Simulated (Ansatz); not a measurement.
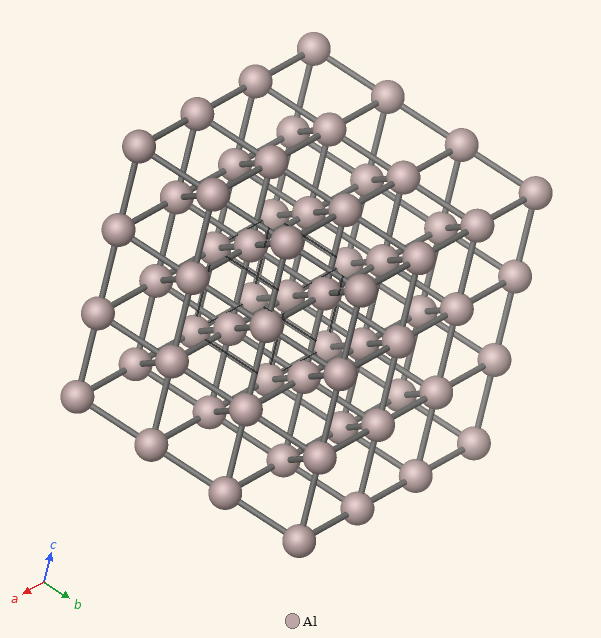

The figure gives a ball-and-stick picture of the atoms, viewed from a general direction. The solid frame is a single simulation cell within a 3×3×3 block.

The run was set up as follows:
```yaml
crystal:
  lattice:
    - [-1.630535589, 1.5823424188, 1.6064390039]
    - [1.630535589, -1.5823424188, 1.6064390039]
    - [1.630535589, 1.5823424188, -1.6064390039]
  atoms:
    - { symbol: Al, position: [0.0, 0.0, 0.0] }
basis:
  ecutwfc: 420
kpoints:
  mp_grid: { grid: [26, 26, 26] }
hamiltonian:
  xc: pbesol
scf:
  occupations: { method: gaussian, width: 0.15 }
output:
  forces: true
  stress: true
  eigenvalues: true
```
Run as:
```sh
ansatz run input.yaml --threads 1 --pin off --max-ram 2560MiB --backend cpu --events-out ev --progress --plain --runs-dir out
```

Level of theory and settings: DFT PBEsol, scalar-relativistic, plane waves, PAW in Ansatz, plane waves up to 420 eV, a 26×26×26 grid in reciprocal space, Gaussian smearing of 0.15 eV, no spin polarisation.

### What is the band gap, if any?

A metal: bands cross the Fermi level.

### What is the pressure at this volume?

The computed pressure is -0.1 GPa, close to zero. The stress isn't hydrostatic: its largest component is 0.6 GPa.

The structure comes from a structure listed in the Materials Project. The cell was then strained or its atoms displaced on purpose. Ansatz was used for an electronic-structure calculation on it.
